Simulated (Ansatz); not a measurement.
## Run report: Cs$_{2}$AgBiBr$_{6}$, geometry relaxation (part 1 of 2)

- system: Cs$_{2}$AgBiBr$_{6}$ (Fm-3m, 10 atoms in the cell)
- method: DFT PBE, scalar-relativistic, plane waves, PAW, no spin polarisation (Ansatz 0.2.0)

The structure derives from an entry of the Crystallography Open Database.

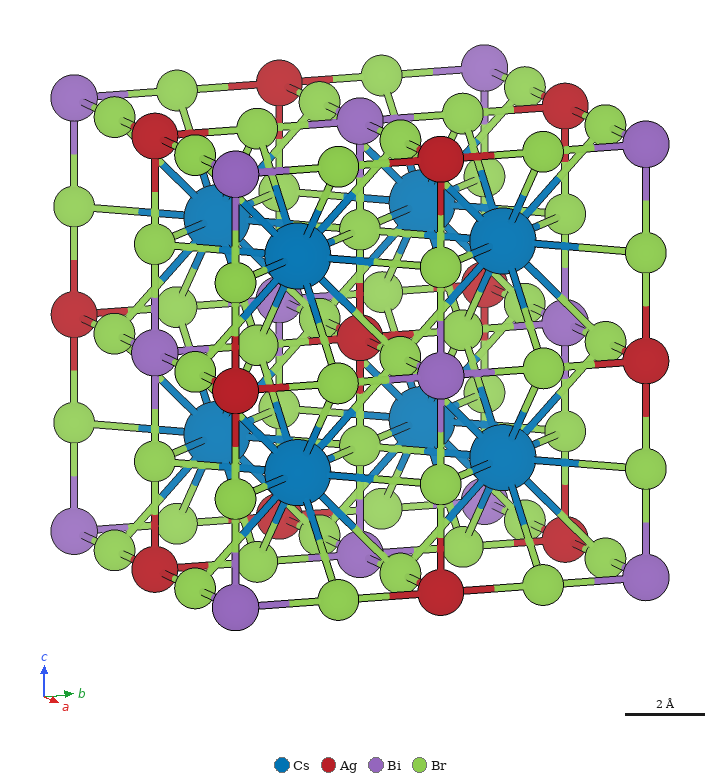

The input geometry (ball-and-stick view of the cell 4 times as large as that of the calculation, set on its symmetry axes, seen slightly off an axis).

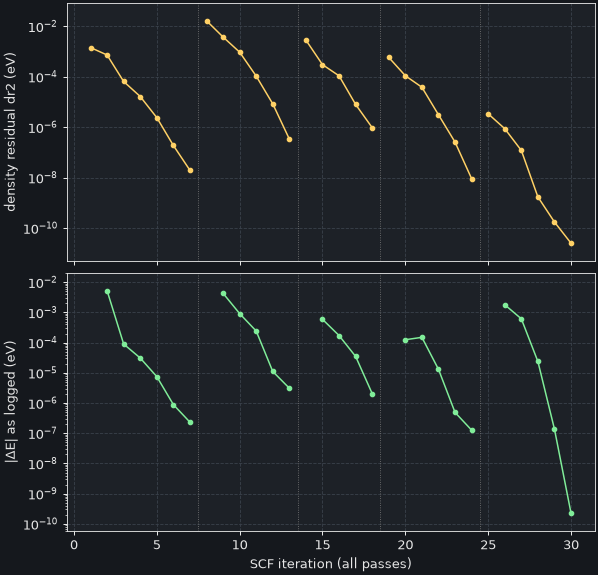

Convergence of the self-consistent field: density residual dr2 and size of the energy change against the SCF iteration. The dotted lines part the SCF passes of the relaxation: geometry steps, rejected trials and re-solves on a re-selected basis. The 5 passes take 5 to 7 iterations each, 30 in all.

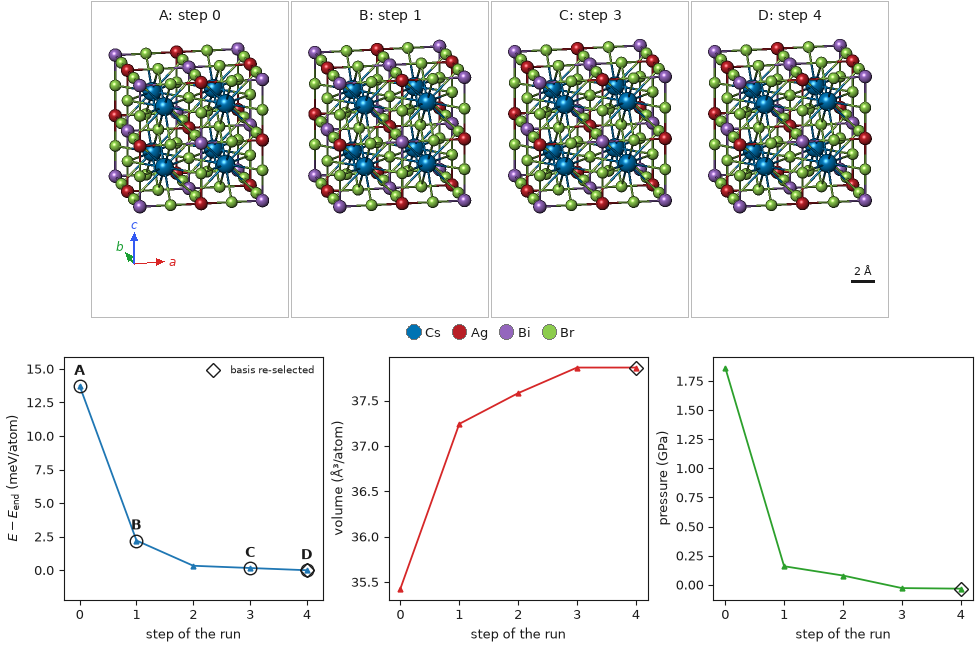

Frames of the relaxation (ball-and-stick view of the cell 4 times as large as that of the calculation, set on its symmetry axes, seen slightly off an axis) above the curves, on which the letters mark them (the first geometry is step 0 here and step 1 in the log).

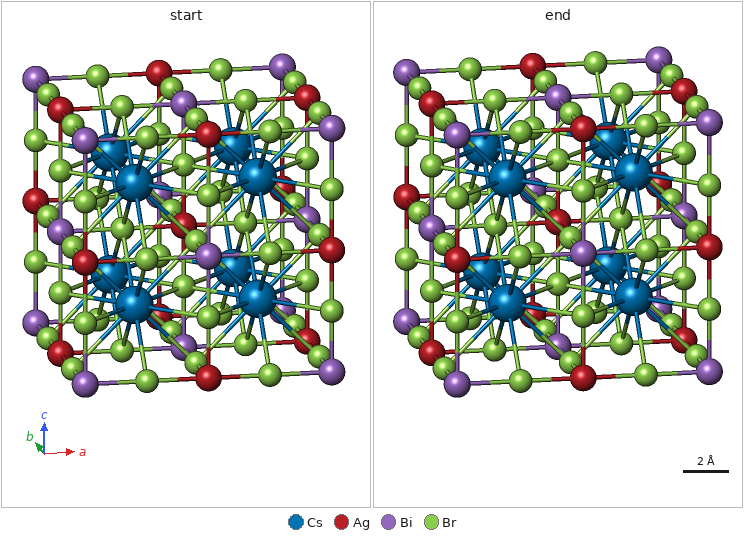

Before (left) and after (right) the relaxation, at one scale (ball-and-stick view of the cell 4 times as large as that of the calculation, set on its symmetry axes, seen slightly off an axis). After 3 geometry steps the energy has fallen by 13.6 meV per atom. Largest force component: 0.29 eV/Å at the start, 0.00081 eV/Å at the end. The pressure goes from 1.87 to −0.03 GPa. The largest moves relative to the cell, 0.009 Å, are those of Br5, Br6, Br7, Br8, Br9 and Br10. Cs and Ag and Bi stay in place. The volume changes by +6.9 %, with a = b = c 11.232 → 11.484 Å (+2.2 %). Among the contacts that change: Cs1–Br10 3.971 → 4.060 Å, Bi4–Br10 2.814 → 2.886 Å, Ag3–Br10 2.802 → 2.856 Å. The space group stays Fm-3m (No. 225). A last SCF at the same geometry on a re-selected plane-wave basis shifts the energy by −0.2 meV per atom. (Atoms are counted from 1 in the order of the input.)

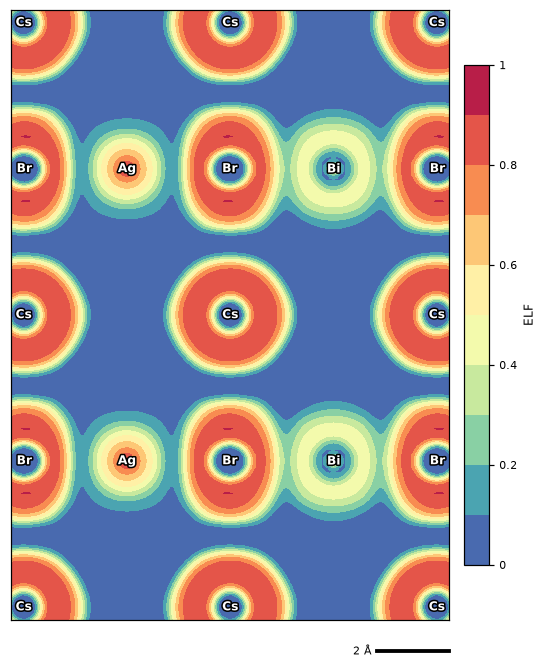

ELF on the (110) plane of the conventional cell. Atoms in the plane: Cs, Ag, Bi and Br. Bi–Br (2.89 Å): the ELF peaks at about 0.85 in the valence shell of Br, 0.9 Å from its nucleus, and drops to about 0.30 between the two atoms. Cs–Br (4.06 Å): the ELF is about 0 at the midpoint (a largely ionic contact). The strong features right at Cs, Ag and Bi lie inside the PAW spheres (semicore, d or f shells) and say nothing about bonding. The fields are those of the smooth PAW valence density.

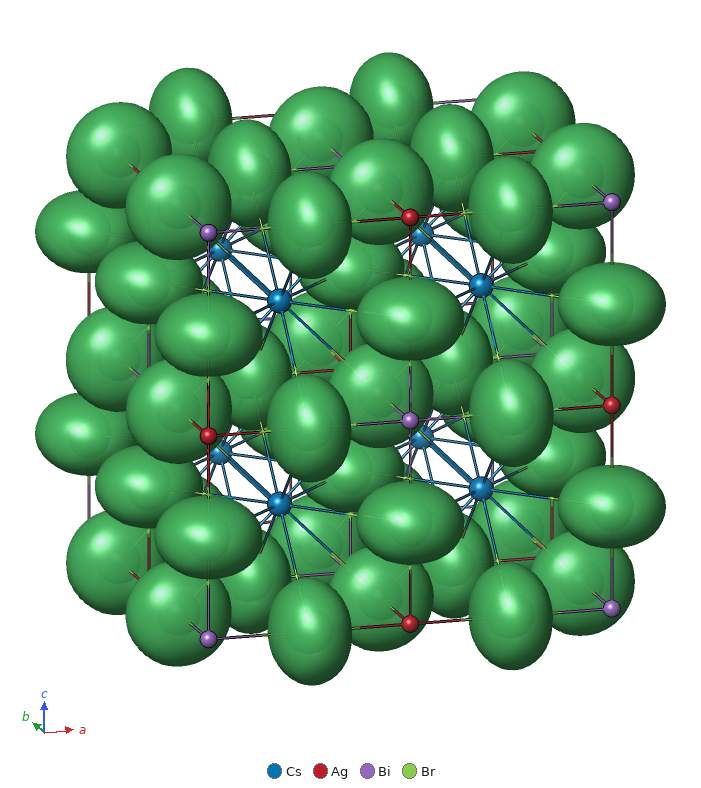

Isosurface of the electron localisation function at 0.7 (green), seen slightly off an axis. Only the valence region is drawn (cores and ρ < 0.01 e/Å³ removed). Sticks mark near contacts. The outline is the cell set on symmetry axes. Bi–Br (2.89 Å): the ELF peaks at about 0.85 in the valence shell of Br, 0.9 Å from its nucleus, and drops to about 0.30 between the two atoms.

These pictures come from the run below.

Input:
```yaml
crystal:
  lattice:
    - [0.0, 5.6161, 5.6161]
    - [5.6161, 0.0, 5.6161]
    - [5.6161, 5.6161, 0.0]
  atoms:
    - { symbol: Cs, position: [0.25, 0.25, 0.25] }
    - { symbol: Cs, position: [0.75, 0.75, 0.75] }
    - { symbol: Ag, position: [0.5, 0.5, 0.5] }
    - { symbol: Bi, position: [0.0, 0.0, 0.0] }
    - { symbol: Br, position: [0.25055, 0.74945, 0.25055] }
    - { symbol: Br, position: [0.25055, 0.74945, 0.74945] }
    - { symbol: Br, position: [0.74945, 0.25055, 0.74945] }
    - { symbol: Br, position: [0.74945, 0.25055, 0.25055] }
    - { symbol: Br, position: [0.25055, 0.25055, 0.74945] }
    - { symbol: Br, position: [0.74945, 0.74945, 0.25055] }
basis:
  ecutwfc: 420
kpoints:
  mp_grid: { grid: [4, 4, 4] }
hamiltonian:
  xc: pbe
scf:
  occupations: { method: gaussian, width: 0.02 }
output:
  forces: true
  stress: true
  eigenvalues: true
  write_density: true
  write_potential: true
  elf: true
  volumetric_format: npy
relax:
  adjacent_minimum: "off"
  f_tol: 0.005
  max_steps: 80
  cell: { stress_tol: 0.05 }
```

Command:
```bash
ansatz run input.yaml --threads 2 --pin off --max-ram 5120MiB --backend cpu --events-out ev --progress --plain --runs-dir out
```

The program's output:
```
Engine: ansatz 0.2.0, x86_64-unknown-linux-gnu
Pseudopotentials: kind: paw
Pseudopotential: Cs, paw, valence charge 9, recommended cutoff 420 eV (normal), Cs.paw.azcp
Pseudopotential: Ag, paw, valence charge 19, recommended cutoff 420 eV (normal), Ag.paw.azcp
Pseudopotential: Bi, paw, valence charge 15, recommended cutoff 420 eV (normal), Bi.paw.azcp
Pseudopotential: Br, paw, valence charge 7, recommended cutoff 420 eV (normal), Br.paw.azcp
Functional definition: PBE
  parameter kappa = 0.804
  parameter beta = 0.06672455060314922
  exchange = pbe_x(kappa = kappa, mu = beta*pi^2/3)
  correlation = pbe_c(beta = beta)
Crystal: 10 atoms, lattice volume = 354.270 Å³
Basis set: ecut = 420 eV, 6879 PW (Γ), exchange–correlation on 108×108×108 points (8 copies of the dense FFT grid, shifted against one another)
Bands: 57, of which v1, the nominal top of the filled ones, is band 47 counted from 1 (46 counted from 0)
Symmetry: 48 space group operations
Space group: Fm-3m (ITA 225), of the structure as read, at distance tolerance 7.1e-5 Å
k-points: 8 of 64
Non-local potential: Cs, projectors of the file, l = 0: 3, l = 1: 2, l = 2: 2, l = 3: 2
Non-local potential: Ag, projectors of the file, l = 0: 3, l = 1: 2, l = 2: 2, l = 3: 1
Non-local potential: Bi, projectors of the file, l = 0: 2, l = 1: 2, l = 2: 2, l = 3: 2
Non-local potential: Br, projectors of the file, l = 0: 2, l = 1: 2, l = 2: 2
PAW form: soft (Blöchl's): semilocal exchange-correlation on the pseudo side does not see the compensation charge
PAW one-centre angular grid: Cs, 194 points (default); XC on 64 Gauss nodes
PAW one-centre angular grid: Ag, 590 points (default); XC on 64 Gauss nodes
PAW one-centre angular grid: Bi, 590 points (default); XC on 64 Gauss nodes
PAW one-centre angular grid: Br, 110 points (default); XC on 64 Gauss nodes
Initial density: superposition of atomic densities (neutral atoms: chi_scale 0, normalization atom), corrected by the library's trained network
Initial wavefunctions: pseudopotential atomic-orbital guess
Functional: x = pbe(κ = 0.804, μ = 0.2195149727645171), c = pbe(β = 0.06672455060314922)
SCF iter   1: F=—  HF=-48039.029706 eV  |F-HF|=—  |Δ(HF+E_count)|=         —  Δρ=7.47e-4  dr2=1.44e-3  ethr=1.77e-3  ⟨swp⟩=11.2  Hψ=2339  notcnv=0  defer=3
preconditioner: auto → Resta (q_TF=auto, 2.187 Å⁻¹)  ε∞=3.7  [insulator: Δε(μ)=1.245 eV  Ē_g=10.220 eV  σ=0.020 eV  W_gap=1.00  n_scr=58 (ndim 8)  ℏωp=16.7 eV  f_vac=0.040  D(μ)=0.00/eV (n_scr^D=0)  ε∞_Penn≈3.7]
SCF iter   2: F=—  HF=-48039.034959 eV  |F-HF|=—  |Δ(HF+E_count)|=   5.25e-3  Δρ=3.83e-4  dr2=7.29e-4  ethr=1.54e-6  ⟨swp⟩=3.1  Hψ=1269  notcnv=0  defer=27
SCF iter   3: F=—  HF=-48039.035049 eV  |F-HF|=—  |Δ(HF+E_count)|=   9.00e-5  Δρ=1.21e-4  dr2=6.50e-5  ethr=7.76e-7  ⟨swp⟩=2.0  Hψ=661  notcnv=0  defer=27
SCF iter   4: F=—  HF=-48039.035018 eV  |F-HF|=—  |Δ(HF+E_count)|=   3.10e-5  Δρ=6.20e-5  dr2=1.65e-5  ethr=6.91e-8  ⟨swp⟩=2.0  Hψ=618  notcnv=0  defer=27
SCF iter   5: F=—  HF=-48039.035026 eV  |F-HF|=—  |Δ(HF+E_count)|=   7.51e-6  Δρ=2.38e-5  dr2=2.40e-6  ethr=1.76e-8  ⟨swp⟩=2.0  Hψ=790  notcnv=0  defer=27
SCF iter   6: F=—  HF=-48039.035027 eV  |F-HF|=—  |Δ(HF+E_count)|=   8.89e-7  Δρ=5.24e-6  dr2=1.89e-7  ethr=2.56e-9  ⟨swp⟩=2.0  Hψ=789  notcnv=0  defer=27
SCF iter   7: F=-48039.035027 eV  HF=-48039.035027 eV  |F-HF|=2.65e-8  |Δ(HF+E_count)|=   2.33e-7  Δρ=1.65e-6  dr2=1.96e-8  ethr=1.06e-10  ⟨swp⟩=18.8  Hψ=3959  notcnv=0
SCF 1 converged in 7 iterations: F = -48039.035027 eV  dr2 = 1.96e-8
  greatest PAW one-centre occupation: 1.000 electrons in one spin orbital (limit 2), on the Ag atom at site 2 (counted from 0), in its partial waves of l = 0
relax step   1: F+E_penalty+E_count = -48039.03502691 eV  Δ(F+E_penalty+E_count) = +0.000e0 eV  max|allowed force component| = 2.904e-1 eV/Å  Δτ_max = 0.0000 Å  P = +1.865 GPa  Ω = 354.270 Å³  (7 SCF iters, dr2 threshold 1.00e-7 eV, accepted)
Crystal: 10 atoms, lattice volume = 372.425 Å³
Basis set: ecut = 420 eV, 7391 PW (Γ), exchange–correlation on 108×108×108 points (8 copies of the dense FFT grid, shifted against one another)
Initial density: handed on by an earlier stage of this run
Initial wavefunctions: those handed on with the density
iter 1 solved again at ethr=1.91e-5 eV; its pass at ethr=3.10e-3 eV (dr2=1.80e-2 eV) is discarded
SCF iter   1: F=—  HF=-48039.155598 eV  |F-HF|=—  |Δ(HF+E_count)|=         —  Δρ=1.68e-3  dr2=1.67e-2  ethr=1.91e-5  ⟨swp⟩=4.6  Hψ=2539  notcnv=0
preconditioner: auto → Resta (q_TF=auto, 2.169 Å⁻¹)  ε∞=3.7  [insulator: Δε(μ)=1.239 eV  Ē_g=10.018 eV  σ=0.020 eV  W_gap=1.00  n_scr=58 (ndim 8)  ℏωp=16.3 eV  f_vac=0.046  D(μ)=0.00/eV (n_scr^D=0)  ε∞_Penn≈3.7]
SCF iter   2: F=—  HF=-48039.151297 eV  |F-HF|=—  |Δ(HF+E_count)|=   4.30e-3  Δρ=8.93e-4  dr2=3.77e-3  ethr=1.78e-5  ⟨swp⟩=2.9  Hψ=685  notcnv=0
SCF iter   3: F=—  HF=-48039.150380 eV  |F-HF|=—  |Δ(HF+E_count)|=   9.17e-4  Δρ=3.86e-4  dr2=9.47e-4  ethr=4.01e-6  ⟨swp⟩=2.1  Hψ=714  notcnv=0
SCF iter   4: F=—  HF=-48039.150139 eV  |F-HF|=—  |Δ(HF+E_count)|=   2.42e-4  Δρ=1.20e-4  dr2=1.06e-4  ethr=1.01e-6  ⟨swp⟩=2.4  Hψ=679  notcnv=0
SCF iter   5: F=—  HF=-48039.150150 eV  |F-HF|=—  |Δ(HF+E_count)|=   1.11e-5  Δρ=3.40e-5  dr2=8.41e-6  ethr=1.13e-7  ⟨swp⟩=2.0  Hψ=683  notcnv=0
SCF iter   6: F=-48039.150153 eV  HF=-48039.150153 eV  |F-HF|=1.74e-7  |Δ(HF+E_count)|=   3.10e-6  Δρ=9.45e-6  dr2=3.38e-7  ethr=1.06e-9  ⟨swp⟩=13.9  Hψ=4426  notcnv=0
SCF 2 converged in 6 iterations: F = -48039.150153 eV  dr2 = 3.38e-7
relax step   2: F+E_penalty+E_count = -48039.15015298 eV  Δ(F+E_penalty+E_count) = -1.151e-1 eV  max|allowed force component| = 1.992e-1 eV/Å  Δτ_max = 0.0395 Å  P = +0.159 GPa  Ω = 372.425 Å³  energy of the carried Pulay correction = -1.516e-3 eV  (6 SCF iters, dr2 threshold 1.00e-6 eV, accepted)
Crystal: 10 atoms, lattice volume = 375.817 Å³
iter 1 solved again at ethr=2.26e-6 eV; its pass at ethr=3.10e-3 eV (dr2=2.12e-3 eV) is discarded
SCF iter   1: F=—  HF=-48039.169754 eV  |F-HF|=—  |Δ(HF+E_count)|=         —  Δρ=7.68e-4  dr2=2.84e-3  ethr=2.26e-6  ⟨swp⟩=4.4  Hψ=2377  notcnv=0
preconditioner: auto → Resta (q_TF=auto, 2.166 Å⁻¹)  ε∞=3.6  [insulator: Δε(μ)=1.313 eV  Ē_g=10.008 eV  σ=0.020 eV  W_gap=1.00  n_scr=58 (ndim 8)  ℏωp=16.3 eV  f_vac=0.047  D(μ)=0.00/eV (n_scr^D=0)  ε∞_Penn≈3.6]
SCF iter   2: F=—  HF=-48039.169162 eV  |F-HF|=—  |Δ(HF+E_count)|=   5.92e-4  Δρ=3.44e-4  dr2=3.03e-4  ethr=2.26e-6  ⟨swp⟩=2.0  Hψ=824  notcnv=0
SCF iter   3: F=—  HF=-48039.168990 eV  |F-HF|=—  |Δ(HF+E_count)|=   1.72e-4  Δρ=1.62e-4  dr2=1.09e-4  ethr=3.22e-7  ⟨swp⟩=2.0  Hψ=717  notcnv=0
SCF iter   4: F=—  HF=-48039.168955 eV  |F-HF|=—  |Δ(HF+E_count)|=   3.50e-5  Δρ=3.26e-5  dr2=7.99e-6  ethr=1.16e-7  ⟨swp⟩=2.6  Hψ=709  notcnv=0
SCF iter   5: F=-48039.168953 eV  HF=-48039.168953 eV  |F-HF|=1.44e-7  |Δ(HF+E_count)|=   2.06e-6  Δρ=1.34e-5  dr2=9.58e-7  ethr=1.06e-9  ⟨swp⟩=12.4  Hψ=4326  notcnv=0
SCF 3 converged in 5 iterations: F = -48039.168953 eV  dr2 = 9.58e-7
relax step   3: F+E_penalty+E_count = -48039.16895256 eV  Δ(F+E_penalty+E_count) = -1.880e-2 eV  max|allowed force component| = 5.144e-2 eV/Å  Δτ_max = 0.0218 Å  P = +0.080 GPa  Ω = 375.817 Å³  energy of the carried Pulay correction = -1.791e-3 eV  (5 SCF iters, dr2 threshold 1.00e-6 eV, accepted)
Crystal: 10 atoms, lattice volume = 378.636 Å³
iter 1 solved again at ethr=5.17e-7 eV; its pass at ethr=3.10e-3 eV (dr2=4.86e-4 eV) is discarded
```
